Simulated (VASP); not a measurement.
## Geometry relaxation of Al (part 2 of 2)

The same run, continued: Al (Fm-3m, 1 atom in the cell); Kohn-Sham DFT of a periodic cell, PBE with D3(BJ), VASP PAW PBE potentials, recommended, no spin polarisation (VASP 6.6.1); cutoff 600 eV, 10×10×10 k-mesh, fermi-dirac of 0.05 eV. The structure derives from an entry of the Crystallography Open Database.

Geometry of the input (Å; fractional positions):
```
0.0000  2.0248  2.0248
2.0248  0.0000  2.0248
2.0248  2.0248  0.0000
Al 0.0000  0.0000  0.0000
```

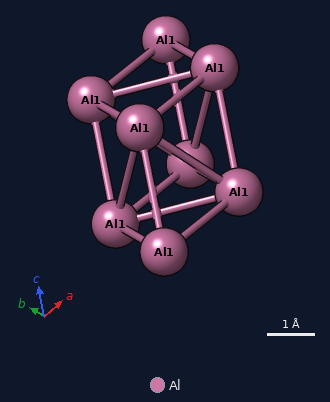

**Figure 1.** The geometry at step 1 of the log (ball-and-stick view of the cell of the calculation, seen slightly off an axis; atoms are numbered from 1 in the order of the input).

Parts of OUTCAR, continued
```
   k-points           NKPTS =     47   k-points in BZ     NKDIM =     47   number of bands    NBANDS=      5
   number of dos      NEDOS =    301   number of ions     NIONS =      1
   total plane-waves  NPLWV =  13824
   dimension x,y,z NGX =    24 NGY =   24 NGZ =   24
   dimension x,y,z NGXF=    48 NGYF=   48 NGZF=   48
   ions per type =               1
   NGX,Y,Z   is equivalent  to a cutoff of  13.93, 13.93, 13.93 a.u.
   NGXF,Y,Z  is equivalent  to a cutoff of  27.87, 27.87, 27.87 a.u.
 SYSTEM =  unknown system
   PREC   = accura    normal or accurate (medium, high low for compatibility)
   ISTART =      0    job   : 0-new  1-cont  2-samecut
   ICHARG =      2    charge: 1-file 2-atom 10-const
   ISPIN  =      1    spin polarized calculation?
   LNONCOLLINEAR =      F non collinear calculations
   LSORBIT =      F    spin-orbit coupling
   LASPH  =      T    aspherical Exc in radial PAW
   ENCUT  =  600.0 eV  44.10 Ry    6.64 a.u.   5.72  5.72  5.72*2*pi/ulx,y,z
   NELM   =     80;   NELMIN=  2; NELMDL= -5     # of ELM steps
   EDIFF  = 0.1E-06   stopping-criterion for ELM
   LREAL  =      F    real-space projection
   EDIFFG = -.2E-01   stopping-criterion for IOM
   NSW    =     40    number of steps for IOM
   IBRION =      2    ionic relax: 0-MD 1-quasi-New 2-CG
   NFREE  =      1    steps in history (QN), initial steepest desc. (CG)
   ISIF   =      3    stress and relaxation
   ISYM   =      2    0-nonsym 1-usesym 2-fastsym
   POTIM  = 0.5000    time-step for ionic-motion
   TEBEG  =    0.0;   TEEND  =   0.0 temperature during run
   PSTRESS=    0.0 pullay stress
   NELECT =       3.0000    total number of electrons
   NUPDOWN=      -1.0000    fix difference up-down
   EMIN   =  10.00;   EMAX   =-10.00  energy-range for DOS
   EFERMI =   0.00;   METHOD = LEGACY
   ISMEAR =    -1;   SIGMA  =   0.05  broadening in eV -4-tet -1-fermi 0-gaus
   EFERMI_NEDOS =   21; number of points for ismear=-14 and -15
   IALGO  =     38    algorithm
   IMIX   =      4    mixing-type and parameters
     AMIX     =   0.40;   BMIX     =  1.00
     AMIX_MAG =   1.60;   BMIX_MAG =  1.00
  volume/ion in A,a.u.               =      16.60       112.04
  Fermi-wavevector in a.u.,A,eV,Ry     =   0.925526  1.748991 11.654733  0.856599
  Thomas-Fermi vector in A             =   2.051390
   LORBIT       =      0    0 simple, 1 ext, 2 COOP (PROOUT), +10 PAW based schemes
   GGA     = PE    functional components
   LHFCALC =     F    Hartree Fock is set to
   AEXX    =    0.0000 exact exchange contribution
   IVDW    =    12    specifies the selected vdW correction
   LEPSILON=     F    determine dielectric tensor
   LRPA    =     F    only Hartree local field effects (RPA)
 conjugate gradient relaxation of ions
 non-spin polarized calculation
  energy-cutoff  :      600.00
  volume of cell :       16.60
 maximum number of plane-waves:       568
   NGX = 11   NGY = 11   NGZ = 11

--------------------------------------- Ionic step        1  -------------------------------------------

 number of electron       3.0000000 magnetization

 Free energy of the ion-electron system (eV)
  ---------------------------------------------------
  ext. energy  EPLUGINS =         0.00000000
  ---------------------------------------------------
  free energy    TOTEN  =        -3.72914212 eV

  energy without entropy =       -3.72182347  energy(sigma->0) =       -3.72548280

------------------------ aborting loop because EDIFF is reached ----------------------------------------

 Edisp (eV)   -0.33416

 E8    (eV) :    -0.1494

  FORCE on cell =-STRESS in cart. coord.  units (eV):
  Direction    XX          YY          ZZ          XY          YZ          ZX
  --------------------------------------------------------------------------------------
  -------------------------------------------------------------------------------------
  Total      -0.40617    -0.40617    -0.40617     0.00000    -0.00000     0.00000
  in kB     -39.19541   -39.19541   -39.19541     0.00000    -0.00000     0.00000
  external pressure =      -39.20 kB  Pullay stress =        0.00 kB

 VOLUME and BASIS-vectors are now :
 -----------------------------------------------------------------------------
  energy-cutoff  :      600.00
  volume of cell :       16.60
      direct lattice vectors                 reciprocal lattice vectors
     0.000000000  2.024805000  2.024805000    -0.246937359  0.246937359  0.246937359
     2.024805000  0.000000000  2.024805000     0.246937359 -0.246937359  0.246937359
     2.024805000  2.024805000  0.000000000     0.246937359  0.246937359 -0.246937359

 POSITION                                       TOTAL-FORCE (eV/Angst)
 -----------------------------------------------------------------------------------
      0.00000      0.00000      0.00000         0.000000      0.000000      0.000000
 -----------------------------------------------------------------------------------
    total drift:                               -0.000000      0.000000      0.000000

  FREE ENERGIE OF THE ION-ELECTRON SYSTEM (eV)
  ---------------------------------------------------
  free  energy   TOTEN  =        -4.0633050945 eV

  energy  without entropy=       -4.0559864464  energy(sigma->0) =       -4.05964577

--------------------------------------- Ionic step        2  -------------------------------------------

 number of electron       3.0000000 magnetization

------------------------ aborting loop because EDIFF is reached ----------------------------------------

 Edisp (eV)   -0.35545

 E8    (eV) :    -0.1591

  FORCE on cell =-STRESS in cart. coord.  units (eV):
  Direction    XX          YY          ZZ          XY          YZ          ZX
  --------------------------------------------------------------------------------------
  -------------------------------------------------------------------------------------
  Total       0.03922     0.03922     0.03922     0.00000     0.00000    -0.00000
  in kB       4.01630     4.01630     4.01630     0.00000     0.00000    -0.00000
  external pressure =        4.02 kB  Pullay stress =        0.00 kB

 VOLUME and BASIS-vectors are now :
 -----------------------------------------------------------------------------
  energy-cutoff  :      600.00
  volume of cell :       15.65
      direct lattice vectors                 reciprocal lattice vectors
    -0.000000000  1.985129842  1.985129842    -0.251872693  0.251872693  0.251872693
     1.985129842 -0.000000000  1.985129842     0.251872693 -0.251872693  0.251872693
     1.985129842  1.985129842  0.000000000     0.251872693  0.251872693 -0.251872693

 POSITION                                       TOTAL-FORCE (eV/Angst)
 -----------------------------------------------------------------------------------
      0.00000      0.00000      0.00000         0.000000      0.000000      0.000000
 -----------------------------------------------------------------------------------
    total drift:                               -0.000000     -0.000000      0.000000

  FREE ENERGIE OF THE ION-ELECTRON SYSTEM (eV)
  ---------------------------------------------------
  free  energy   TOTEN  =        -4.0746859683 eV

  energy  without entropy=       -4.0690805117  energy(sigma->0) =       -4.07188324

--------------------------------------- Ionic step        3  -------------------------------------------

 number of electron       3.0000000 magnetization

 Free energy of the ion-electron system (eV)
  ---------------------------------------------------
  ext. energy  EPLUGINS =         0.00000000
  ---------------------------------------------------
  free energy    TOTEN  =        -3.72105523 eV

  energy without entropy =       -3.71528345  energy(sigma->0) =       -3.71816934

 E-fermi :   8.6295     XC(G=0): -10.3744     alpha+bet :-15.6152

 val. band max:        8.5830534276   @ k =  -0.4000   0.4000   0.1000
 cond. band min:       8.6557565008   @ k =  -0.4000   0.4000   0.0000
 fundamental gap:      0.0727030732
 Fermi energy:         8.6295306066

 k-point     1 :       0.0000    0.0000    0.0000
  band No.  band energies     occupation
      1      -2.9598      2.00000
      2      21.4052      0.00000
      3      21.4052      0.00000
      4      21.4052      0.00000
      5      23.2707      0.00000

 k-point     2 :       0.1000    0.0000    0.0000
  band No.  band energies     occupation
      1      -2.6793      2.00000
      2      18.1021      0.00000
      3      20.7478      0.00000
      4      20.7478      0.00000
      5      23.8030      0.00000

 k-point     3 :       0.2000    0.0000    0.0000
  band No.  band energies     occupation
      1      -1.8412      2.00000
      2      13.9989      0.00000
      3      20.0039      0.00000
      4      20.0039      0.00000
      5      23.4682      0.00000

 k-point     4 :       0.3000    0.0000    0.0000
  band No.  band energies     occupation
      1      -0.4557      2.00000
      2      10.2013      0.00000
      3      19.6541      0.00000
      4      19.6541      0.00000
      5      22.8511      0.00000

 k-point     5 :       0.4000    0.0000    0.0000
  band No.  band energies     occupation
      1       1.4601      2.00000
      2       6.8225      2.00000
      3      19.7510      0.00000
      4      19.7510      0.00000
      5      21.3675      0.00000

 [... the levels of 18 k-points are left out ...]

 k-point    24 :       0.4000    0.3000    0.0000
  band No.  band energies     occupation
      1       1.7274      2.00000
      2      12.0088      0.00000
      3      12.5460      0.00000
      4      15.2068      0.00000
      5      16.4824      0.00000

 [... further k-points ...]

------------------------ aborting loop because EDIFF is reached ----------------------------------------

 Edisp (eV)   -0.35372

 E8    (eV) :    -0.1583

  FORCE on cell =-STRESS in cart. coord.  units (eV):
  Direction    XX          YY          ZZ          XY          YZ          ZX
  --------------------------------------------------------------------------------------
  -------------------------------------------------------------------------------------
  Total       0.00057     0.00057     0.00057     0.00000     0.00000    -0.00000
  in kB       0.05810     0.05810     0.05810     0.00000     0.00000    -0.00000
  external pressure =        0.06 kB  Pullay stress =        0.00 kB

 VOLUME and BASIS-vectors are now :
 -----------------------------------------------------------------------------
  energy-cutoff  :      600.00
  volume of cell :       15.72
      direct lattice vectors                 reciprocal lattice vectors
    -0.000000000  1.988233127  1.988233127    -0.251479564  0.251479564  0.251479564
     1.988233127 -0.000000000  1.988233127     0.251479564 -0.251479564  0.251479564
     1.988233127  1.988233127  0.000000000     0.251479564  0.251479564 -0.251479564

 POSITION                                       TOTAL-FORCE (eV/Angst)
 -----------------------------------------------------------------------------------
      0.00000      0.00000      0.00000         0.000000      0.000000     -0.000000
 -----------------------------------------------------------------------------------
    total drift:                                0.000000      0.000000     -0.000000

  FREE ENERGIE OF THE ION-ELECTRON SYSTEM (eV)
  ---------------------------------------------------
  free  energy   TOTEN  =        -4.0747768917 eV

  energy  without entropy=       -4.0690051096  energy(sigma->0) =       -4.07189100

 reached required accuracy - stopping structural energy minimisation
```

CONTCAR
```
Al
   1.00000000000000
    -0.0000000000000000    1.9882331273516309    1.9882331273516309
     1.9882331273516309   -0.0000000000000000    1.9882331273516309
     1.9882331273516309    1.9882331273516309    0.0000000000000000
  Al
     1
Direct
     0.0000000000000000    0.0000000000000000    0.0000000000000000

  0.00000000E+00  0.00000000E+00  0.00000000E+00
```

Trajectory as extended XYZ (Å, eV, eV/Å), 3 frames, from step=0 to step=2
```
1
Lattice="0.0000 2.0248 2.0248 2.0248 0.0000 2.0248 2.0248 2.0248 0.0000" Properties=species:S:1:pos:R:3:forces:R:3 step=0 energy=-4.06331
Al    0.0000    0.0000    0.0000    0.0000   0.0000   0.0000
1
Lattice="-0.0000 1.9851 1.9851 1.9851 -0.0000 1.9851 1.9851 1.9851 0.0000" Properties=species:S:1:pos:R:3:forces:R:3 step=1 energy=-4.07469
Al    0.0000    0.0000    0.0000    0.0000   0.0000   0.0000
1
Lattice="-0.0000 1.9882 1.9882 1.9882 -0.0000 1.9882 1.9882 1.9882 0.0000" Properties=species:S:1:pos:R:3:forces:R:3 step=2 energy=-4.07478
Al    0.0000    0.0000    0.0000    0.0000   0.0000   0.0000
```
